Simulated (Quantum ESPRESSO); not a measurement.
# Energy of MnS along an even scaling of the cell

System: MnS (P6₃mc, 4 atoms in the cell).
Method: Kohn-Sham DFT of a periodic cell, LDA, GBRV 1.5 LDA, spin-polarised (Quantum ESPRESSO 7.5).

The 7 runs differ only in the geometry, by an even scaling of the cell at fixed fractional positions. The structure derives from a Materials Project entry.

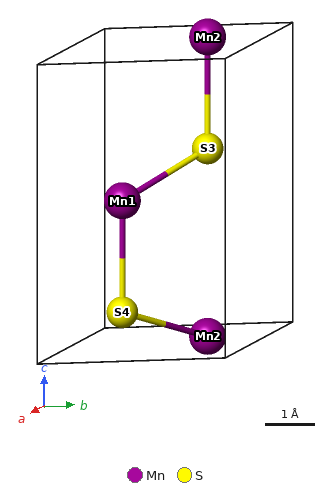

Figure 1. The structure of run 4 (ball-and-stick view of the cell of the calculation, seen slightly off an axis; atoms are numbered from 1 in the order of the input). An atom can appear more than once, as a periodic image.

## Input of run 4
```
&CONTROL
  calculation = 'scf'
  prefix = 'pwscf'
  outdir = './tmp'
  pseudo_dir = './pseudo'
  tprnfor = .true.
  tstress = .true.
  disk_io = 'nowf'
/
&SYSTEM
  ibrav = 0
  nat = 4
  ntyp = 2
  ecutwfc = 45
  ecutrho = 360
  nbnd = 33
  occupations = 'smearing'
  smearing = 'fd'
  degauss = 0.00367493
  nspin = 2
  starting_magnetization(1) = 0.2667
  starting_magnetization(2) = 0
/
&ELECTRONS
  conv_thr = 8d-10
  electron_maxstep = 120
  mixing_beta = 0.3
/
ATOMIC_SPECIES
Mn    54.9380 mn_lda_v1.5.uspp.F.UPF
S     32.0600 s_lda_v1.4.uspp.F.UPF
CELL_PARAMETERS angstrom
   3.9535769233    0.0000000000    0.0000000000
  -1.9767884617    3.4238980514    0.0000000000
   0.0000000000    0.0000000000    6.3425288600
ATOMIC_POSITIONS crystal
Mn     0.6666666667    0.3333333333    0.4988446700
Mn     0.3333333333    0.6666666667    0.9988446700
S      0.3333333333    0.6666666667    0.6261543000
S      0.6666666667    0.3333333333    0.1261543000
K_POINTS automatic
8 8 4 0 0 0
```

Command:
```bash
OMP_NUM_THREADS=1 mpirun -n 2 pw.x -nk 2 -in pw.in > pw.out
```

Lattice vectors (Å) and fractional positions of run 4:
```
   3.953577    0.000000    0.000000
  -1.976788    3.423898    0.000000
   0.000000    0.000000    6.342529
Mn  0.666667  0.333333  0.498845
Mn  0.333333  0.666667  0.998845
S   0.333333  0.666667  0.626154
S   0.666667  0.333333  0.126154
```

Run 5 differs from it as follows:
```diff
-   3.9535769233    0.0000000000    0.0000000000
-  -1.9767884617    3.4238980514    0.0000000000
-   0.0000000000    0.0000000000    6.3425288600
+   3.9797603150    0.0000000000    0.0000000000
+  -1.9898801575    3.4465735338    0.0000000000
+   0.0000000000    0.0000000000    6.3845335865
```

## Results, with one run withheld

```csv
run,volume per atom (Å³),"free energy per atom, from the lowest run given (meV)",pressure (GPa)
1,20.176,0.00,−2.53
2,20.606,7.01,−2.93
3,21.035,15.14,−3.44
4,21.464,24.90,−4.11
5,21.893,?,?
6,22.323,49.98,−5.52
7,22.752,65.39,−6.23
```

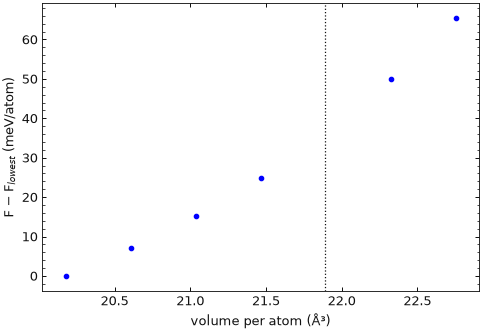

Figure 2. Free energy per atom of the runs given; the dotted line marks run 5.

Estimate the energy of run 5 from the others.

A cubic polynomial in V^(−2/3) (the Birch–Murnaghan form), fitted to the 6 runs given, misses them by at most 0.05 meV per atom. With x = V^(−2/3) − 0.12989 Å⁻², it reads F = 22.45 − 5866.3 x + 3.4146e+05 x² − 1.1997e+07 x³ (meV per atom). At run 5 it gives 36.46 meV per atom, and the run itself gives 36.48. The slope of the fit gives a pressure −dF/dV of −4.66 GPa there, and the run prints −4.80 GPa. The two needn't agree exactly: the fit is approximate, and the printed stress is taken on a finite basis. The fit has no minimum inside this range.

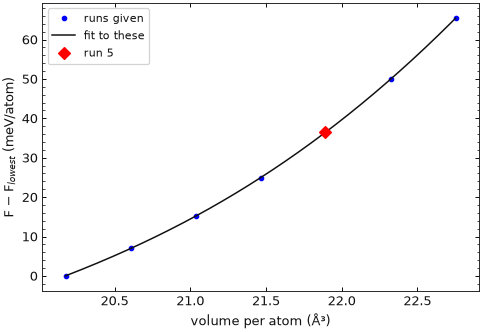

Figure 3. The fit and the withheld run.

## Some lines of the output (run 5)
```
[...]
     total energy              =    -470.59623201 Ry
     total energy              =    -470.59752869 Ry
     total energy              =    -470.59771903 Ry
     total energy              =    -470.59773738 Ry
     total energy              =    -470.59774624 Ry
     total energy              =    -470.59774832 Ry
     total energy              =    -470.59774848 Ry
     total energy              =    -470.59774859 Ry
     total energy              =    -470.59774860 Ry
     the Fermi energy is     7.0877 ev
!    total energy              =    -470.59774860 Ry
     The total energy is F=E-TS. E is the sum of the following terms:
     Computing stress (Cartesian axis) and pressure
          total   stress  (Ry/bohr**3)                   (kbar)     P=      -47.98
```

Notes on the run: negative rho.
